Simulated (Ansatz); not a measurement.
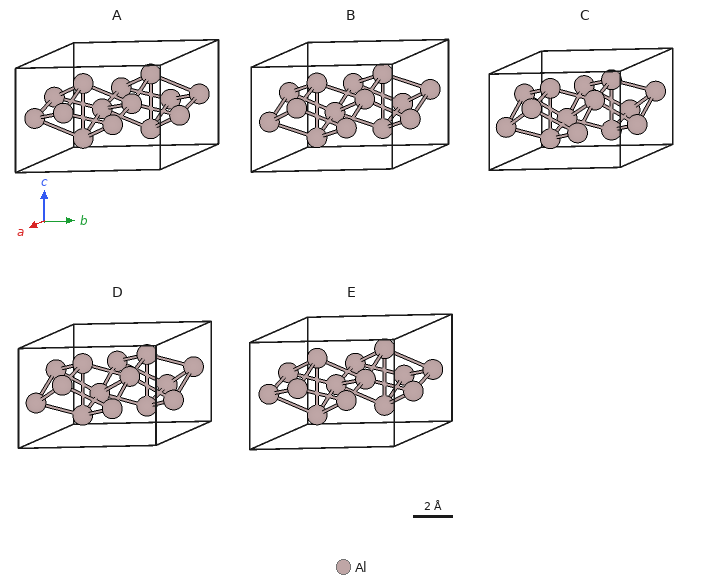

5 geometries from one relaxation of crystalline Al (a generated structure, set up in P-31m) (coarse preliminary run), in shuffled order. Style: ball-and-stick. Shown: the cell of the calculation, slightly off an axis.

All numbers below come from DFT PBE, scalar-relativistic, plane waves, PAW in Ansatz. (plane-wave cutoff 420 eV; k-point mesh 3 × 3 × 4; occupations gaussian; smearing width 0.1 eV; no spin polarisation; cell and atoms relaxed; force threshold 0.04 eV/Å; at most 70 steps)

Order the frames from highest to lowest energy.

Answer. C, D, B, A, E. They are steps 0, 1, 2, 3, 7, at +298 meV per atom, +81.2 meV per atom, +24.0 meV per atom, +9.0 meV per atom relative to the last. Over 5 accepted moves (7 points after the start) the energy falls by 298 meV per atom. Largest force component: 1.7 eV/Å at the start, 0.014 eV/Å at the end. The pressure goes from 15.89 to −0.09 GPa. At 2 points the geometry stayed and the basis and grid were re-selected for the new cell (energy shift of 6.9 meV per atom at most each time). The largest moves relative to the cell, 0.40 Å, are those of Al atoms. The drawn cell changes as follows: a = b 6.791 → 7.483 Å (+10.2 %), c 5.038 → 5.607 Å (+11.3 %); the volume changes by +35.1 %. Among the contacts that change: Al–Al 2.385 → 2.752 Å, Al–Al 2.640 → 2.971 Å, Al–Al 2.398 → 2.636 Å, Al–Al 2.723 → 2.618 Å. Bond angles that change, for instance: Al–Al–Al 95.8° → 113.3°, Al–Al–Al 97.1° → 113.4°, Al–Al–Al 112.7° → 103.9°. The space group stays P-31m (No. 162). Cost: 69 s on 1 thread of Intel(R) Xeon(R) Processor @ 2.50GHz (Skylake/Cascade Lake) (shared host), peak memory 0.47 GiB.
